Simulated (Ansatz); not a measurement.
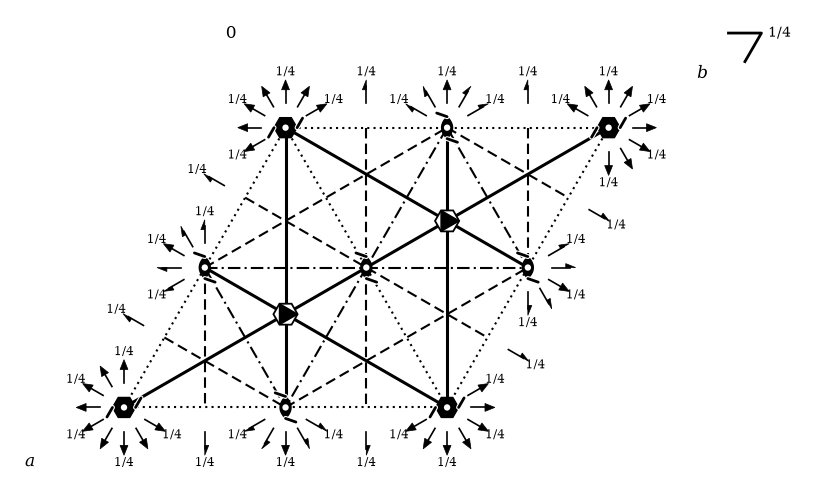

Symmetry elements of a space group, projected down c, computed from the operations of a computed or model structure of composition Rh, which need not be its known form.

Symbols follow the International Tables: origin at the upper left, the third axis towards the viewer; heavy, dashed, dotted, dash-dotted and dash-dot-dot lines are mirror, in-plane glide, out-of-plane glide, diagonal (n; with arrows d) and double (e) glide planes seen edge on; arrows at the rim are 2 (full head) and 2₁ (half head) axes in the plane; the corner sign is a plane parallel to the page; fractions are heights. Handed screw axes carry their printed symbol instead of tails.

**Which space group is it?**

P6_3/mmc (No. 194); primitive hexagonal, point group 6/mmm, 24 general positions a cell.

**List the elements shown.**

−6 axes along c at (1/3, 2/3), (2/3, 1/3); 6₃ axes along c at (0, 0); 2₁ axes along c at (0, 1/2), (1/2, 0), (1/2, 1/2); inversion centres at (0, 0), (0, 1/2), (1/2, 0), (1/2, 1/2); mirror planes holding c and [1 2 0] or [2 1 0] or [−1 1 0]; in-plane glide planes holding c and [1 2 0] or [2 1 0] or [−1 1 0]; c glide planes normal to a*, at x = 0; n glide planes normal to a*, at x = 1/2; c glide planes normal to b*, at y = 0; n glide planes normal to b*, at y = 1/2; c glide planes holding c and [1 1 0]; diagonal glide planes holding c and [1 1 0]; a mirror plane normal to c at height 1/4; 2 axes along [1 1 0] at height 0; 2 axes along [1 2 0] at height 1/4; 2 axes along [2 1 0] at height 1/4; 2 axes along [−1 1 0] at height 1/4; 2 axes along a at height 0; 2 axes along b at height 0; 2₁ axes along [1 1 0] at height 0; 2₁ axes along [1 2 0] at height 1/4; 2₁ axes along [2 1 0] at height 1/4; 2₁ axes along [−1 1 0] at height 1/4; 2₁ axes along a at height 0; 2₁ axes along b at height 0. Heights repeat every half period; positions are (a, b) fractions, modulo 1.

**Write the general positions (in any order).**

x, y, z; −x, −y, −z; x−y, x, z+1/2; −x+y, −x, −z+1/2; −y, x−y, z; y, −x+y, −z; −x, −y, z+1/2; x, y, −z+1/2; −x+y, −x, z; x−y, x, −z; y, −x+y, z+1/2; −y, x−y, −z+1/2; −y, −x, −z+1/2; y, x, z+1/2; −x, −x+y, −z; x, x−y, z; −x+y, y, −z+1/2; x−y, −y, z+1/2; y, x, −z; −y, −x, z; x, x−y, −z+1/2; −x, −x+y, z+1/2; x−y, −y, −z; −x+y, y, z
